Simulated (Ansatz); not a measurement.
System: Si2Ni (slab).

```xyz
12
Lattice="3.8515 0.0000 0.0000 -1.9257 3.3355 0.0000 0.0000 0.0000 26.0065" Properties=species:S:1:pos:R:3 pbc="T T T"
Si    0.0000    0.0000    7.5000
Ni    1.9257    1.1118    8.2862
Si    0.0000    2.2237    9.0724
Si    1.9257    1.1118   10.6447
Ni    0.0000    2.2237   11.4309
Si    0.0000    0.0000   12.2171
Si    0.0000    2.2237   13.7894
Ni    0.0000    0.0000   14.5756
Si    1.9257    1.1118   15.3618
Si    0.0000    0.0000   16.9341
Ni    1.9257    1.1118   17.7203
Si    0.0000    2.2237   18.5065
```

Not relaxed (largest force 0.7 eV/Å); computed without spin polarisation.

Computed with DFT PBE, scalar-relativistic, plane waves, PAW (Ansatz).

What will maps of the valence pseudo-density and electron localisation function show?

Answer. Si–Ni (2.36 Å): the density is about 0.46 e/Å³ at the midpoint; the ELF peaks at about 0.75 in the valence shell of Si, 0.9 Å from its nucleus, and is about 0.50 at the midpoint.

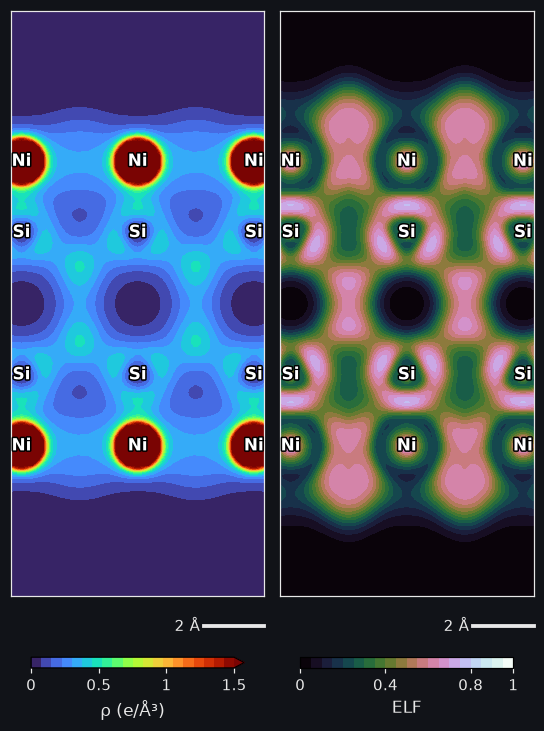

Computed valence pseudo-density and electron localisation function on the (010) plane of the calculation cell, a cut from vacuum to vacuum, in this order. 

In a PAW calculation such maps are meaningful between the atoms, not at the nuclei.
